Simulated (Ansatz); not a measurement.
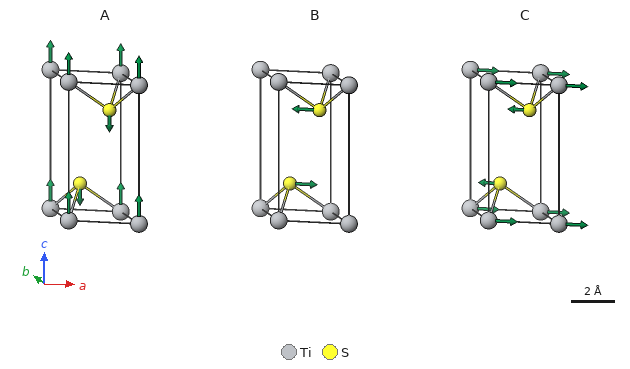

Modes of solid TiS₂, space group P-3m1 (No. 164), at the zone centre (one member of each degenerate set). The green arrows give the relative displacements of the atoms. The picture is a ball-and-stick view of the cell of the calculation, seen slightly off an axis.

The calculation used DFT PBE, scalar-relativistic, plane waves, PAW (Ansatz).

The frequencies depend somewhat on the k-mesh and the smearing.

Question: Which are infrared-active and which Raman-active?

Answer: A is A₂u, infrared-active by symmetry (359 cm⁻¹). B is E_g, Raman-active by symmetry (233 cm⁻¹). C is E_u, infrared-active by symmetry (141 cm⁻¹). The crystal has a centre of inversion, so no mode is both. In a metal the free carriers screen the infrared response.

Limits of the set-up: layers or molecules are held without a dispersion correction, so their spacing is unreliable.
